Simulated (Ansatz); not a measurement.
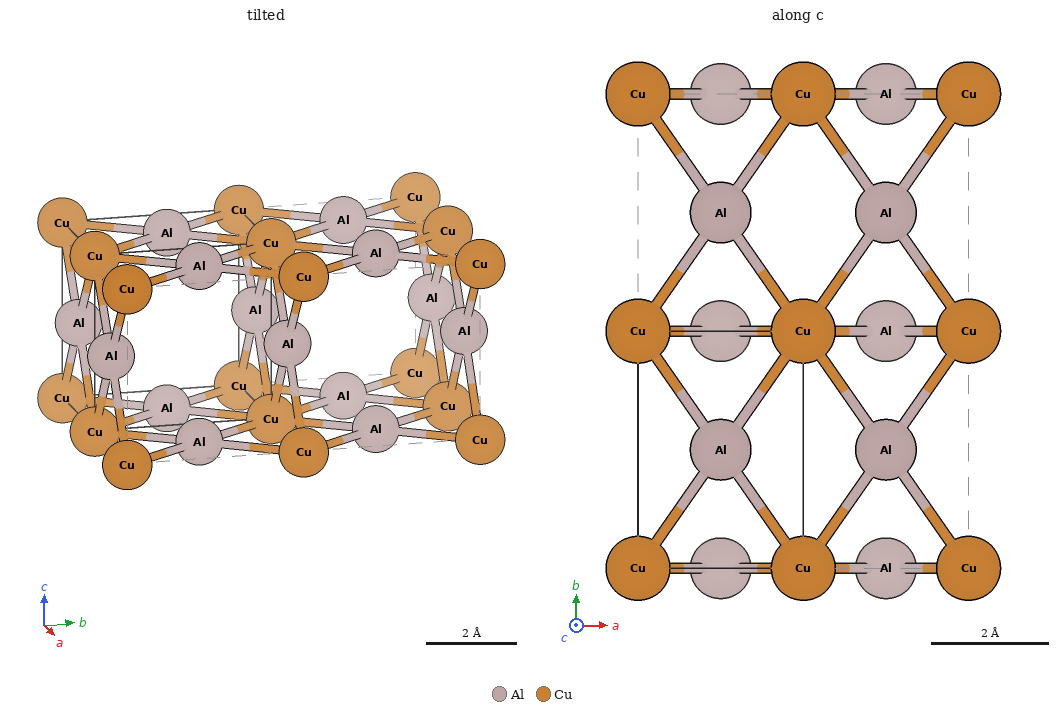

Drawn in the ball-and-stick manner and seen slightly off an axis and along the c axis. The drawing covers 2×2×1 cells, and the solid lines enclose one conventional unit cell.

Al2Cu, space group Pmm2 (No. 25), a = 2.85 Å, b = 4.08 Å, c = 4.08 Å, α = 90.00°, β = 90.00°, γ = 90.00°.

All computed values are from Ansatz, DFT PBEsol, scalar-relativistic, plane waves, PAW. Settings: E_cut = 420 eV, k-points about 0.13 Å⁻¹ apart, Gaussian smearing of 0.15 eV, no spin polarisation.

> Does it come out as a metal, or with a gap?

A metal: bands cross the Fermi level.

> What is the pressure at this volume?

The computed pressure is 0.6 GPa (compressed: it would expand).

Starting structure: a structure listed in the Materials Project. The cell was then strained or its atoms displaced on purpose. It was the input of a calculation with Ansatz.

At this level of theory the run's own cell isn't at rest (forces up to 0.9 eV/Å), so its distances can differ from those at equilibrium, the more so the softer the solid.
